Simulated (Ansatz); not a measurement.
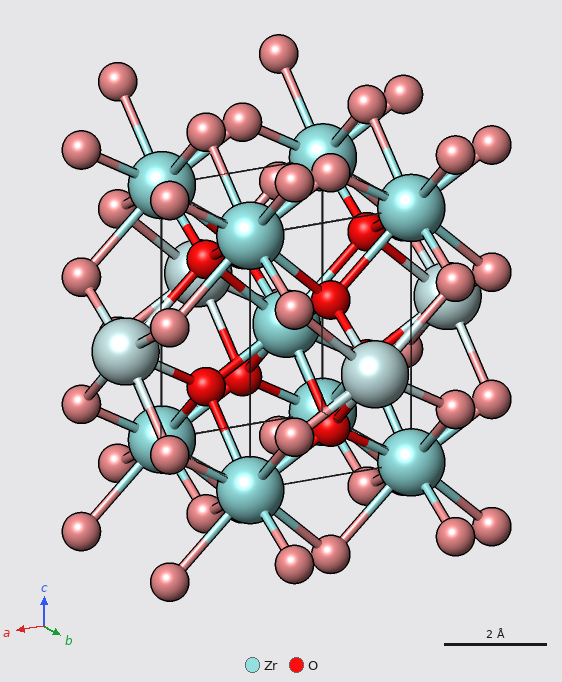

View from a general direction, drawn as a ball-and-stick model. Thin lines show the conventional unit cell, with boundary atoms drawn in all their periodic places. Every bond is drawn to its end, so some atoms lie outside the box, in fainter colours.

- The formula is ZrO2.
- The lattice is primitive tetragonal and the space group P4_2/nmc (No. 137).
- It has 6 atoms to the cell (2 Zr, 4 O).
- Each Zr is bonded to eight O in a distorted cubic arrangement at about 2.1 to 2.4 Å. Each O is bonded to four Zr in a distorted tetrahedral arrangement at about 2.1 to 2.4 Å. Not all metal-metal contacts are counted.
- The bonds build a three-dimensional framework.

The structure was taken from a structure listed in the Materials Project. Earlier steps of the study may have refined or changed the cell and positions. Ansatz was used for an electronic-structure calculation on it.
